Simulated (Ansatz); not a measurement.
## Electronic structure of O in real space

```xyz
8
Lattice="3.3260 0.0000 0.0000 0.0000 3.3476 0.0000 0.0000 0.0000 7.3182" Properties=species:S:1:pos:R:3 pbc="T T T"
O     0.0000    0.0000    0.5917
O     1.6630    1.6738    0.5917
O     1.6630    0.0000    4.2507
O     0.0000    1.6738    4.2507
O     1.6630    0.0000    3.0674
O     0.0000    1.6738    3.0674
O     0.0000    0.0000    6.7265
O     1.6630    1.6738    6.7265
```

Space group Fmmm; not relaxed (largest force 1.0 eV/Å).

Computed with Ansatz, DFT LDA, scalar-relativistic, plane waves, PAW.

Core electrons are frozen (PAW), and the valence fields are smoothed inside the atomic spheres.

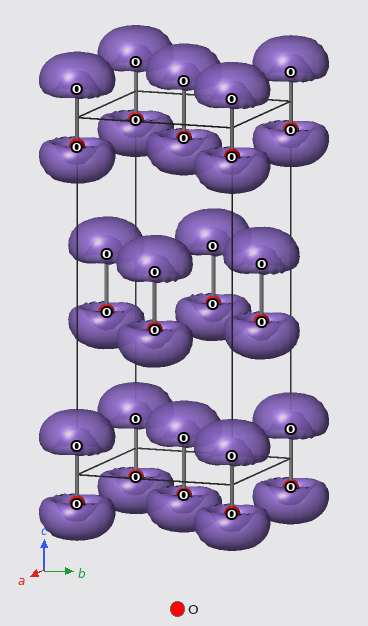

Figure 1. Isosurface of the electron localisation function at 0.8 (purple), seen slightly off an axis. Only the valence region is drawn (cores and ρ < 0.01 e/Å³ removed). Sticks mark near contacts.

Question: Identify the bonds, lone pairs and shells in this picture.

Answer: The surface consists of eight lobes on O, pointing away from the bonds (lone pairs, which may merge into one lobe), counted in one cell of 8 atoms. Any copies at cell faces, edges or corners count once. Along the contacts the grid gives the following. O–O (1.18 Å): the ELF peaks at about 0.75 between the atoms.

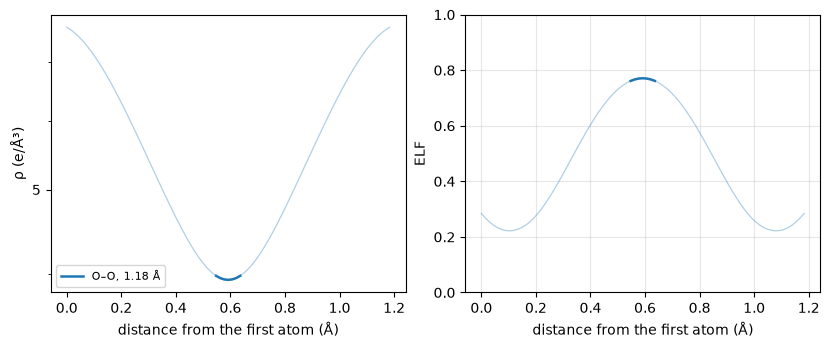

Figure 2. Valence charge density (pseudo) and ELF along straight lines between neighbouring atoms. Thin, pale parts lie inside the atomic spheres.

Question: What can be read from the curves?

Answer: O–O (1.18 Å): the density is about 3.9 e/Å³ at the midpoint; the ELF peaks at about 0.75 between the atoms.

Question: Metal or insulator at this level of theory?

Answer: It is gapless in this calculation (a metal or semimetal).
